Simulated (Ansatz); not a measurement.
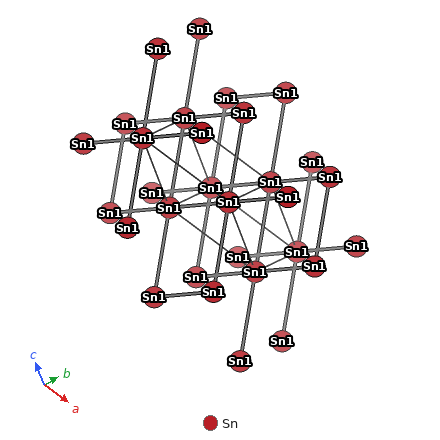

The system is Sn (I4/mmm, No. 139; 1 atom in the cell); the picture shows the reference structure. The cell is strained homogeneously, by one strain along x and y and another along z, with fractional coordinates fixed (x along [1 0 0], z along [0 0 1] of the conventional cell). Coordinates scanned: (1) strain along x and y; (2) strain along z. Grid: 5 × 5 points. Energies: meV/atom, counted from the unstrained cell. The reference cell is the one listed in the database, not relaxed at this level. Theory: DFT PBEsol, scalar-relativistic, plane waves, PAW (Ansatz 0.2.0). Settings: cutoff 420 eV, k-mesh 20×20×20, gaussian smearing 0.15 eV, no spin polarisation.

Its coordinates:

```
CELL_PARAMETERS angstrom
-1.59075 1.59075 2.91565
1.59075 -1.59075 2.91565
1.59075 1.59075 -2.91565
ATOMIC_POSITIONS crystal
Sn 0.00000 0.00000 0.00000
```

Range: strain along x and y from −8 to 8 %; strain along z from −8 to 8 %.

**What will the energy surface look like?**

The lowest grid point is at strain along x and y = 0 %, strain along z = −8 %, −60 meV/atom from the unstrained cell. It lies at the edge of the scanned range, so the true minimum may lie outside. The highest grid point, strain along x and y = 8 %, strain along z = 8 %, lies 384 meV/atom above the lowest.

| strain along z ↓, strain along x and y → | −8 | −4 | 0 | 4 | 8 |
| --- | --- | --- | --- | --- | --- |
| 8 | 80 | 50 | 97 | 195 | 324 |
| 4 | 60 | 13 | 46 | 132 | 251 |
| 0 | 51 | −17 | 0 | 73 | 181 |
| −4 | 58 | −34 | −36 | 19 | 114 |
| −8 | 88 | −33 | −60 | −25 | 52 |

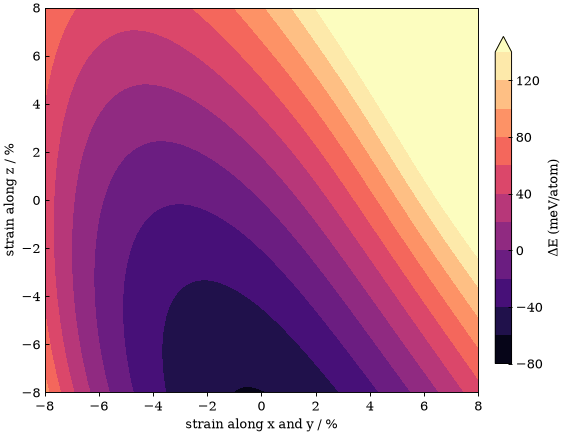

Drawn: filled contours, one colour for all values above the top of the scale. Between grid points the surface is interpolated.
